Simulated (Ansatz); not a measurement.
Input

```
crystal:
  lattice:
    - [4.1888299626, 0.0, 0.0]
    - [0.0, 4.1888299626, 0.0]
    - [0.0, 0.0, 4.1888299626]
  atoms:
    - { symbol: Cs, position: [0.0, 0.0, 0.0] }
    - { symbol: Br, position: [0.5, 0.5, 0.5] }
basis:
  ecutwfc: 500
kpoints:
  mp_grid: { grid: [6, 6, 6] }
hamiltonian:
  xc: r2scan
scf:
  occupations: { method: gaussian, width: 0.02 }
output:
  forces: true
  stress: true
  eigenvalues: true
  write_density: true
  write_potential: true
  elf: true
  volumetric_format: npy
```

Launched as:

```sh
ansatz run input.yaml --threads 1 --pin off --max-ram 2560MiB --backend cpu --events-out ev --progress --plain --runs-dir out
```

Below, planes, directions and counts refer to the conventional cell (a = 4.19 Å, b = 4.19 Å, c = 4.19 Å, α = 90.00°, β = 90.00°, γ = 90.00°).

Space group Pm-3m; changed on purpose from its base cell (volume × 0.91).

Computed with Ansatz 0.2.0, DFT r2SCAN, scalar-relativistic, plane waves, PAW.

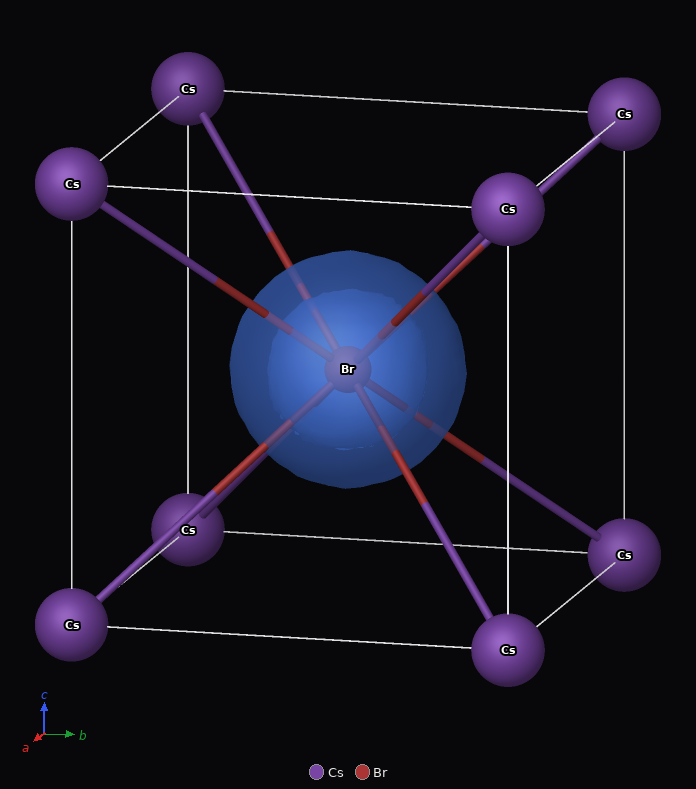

CsBr. Isosurface of the electron localisation function at 0.85 (blue), seen slightly off an axis. Only the valence region is drawn (cores and ρ < 0.01 e/Å³ removed). Sticks mark near contacts.

In a PAW calculation such maps are meaningful between the atoms, not at the nuclei.

Question: Where are the electrons localised?

Answer: At this value the surface marks out one region wrapped around Br (its valence shell), counted in one cell of 2 atoms. Regions shared between cells count once. Profiles from the grid: Cs–Br (3.63 Å): the ELF is about 0.05 at the midpoint; a closed-shell, largely ionic contact.

Question: Metal or insulator at this level of theory?

Answer: It is gapped, with a Kohn–Sham gap of 5.3 eV on the k-point mesh (the band edges may lie off the mesh, which would make the gap smaller).
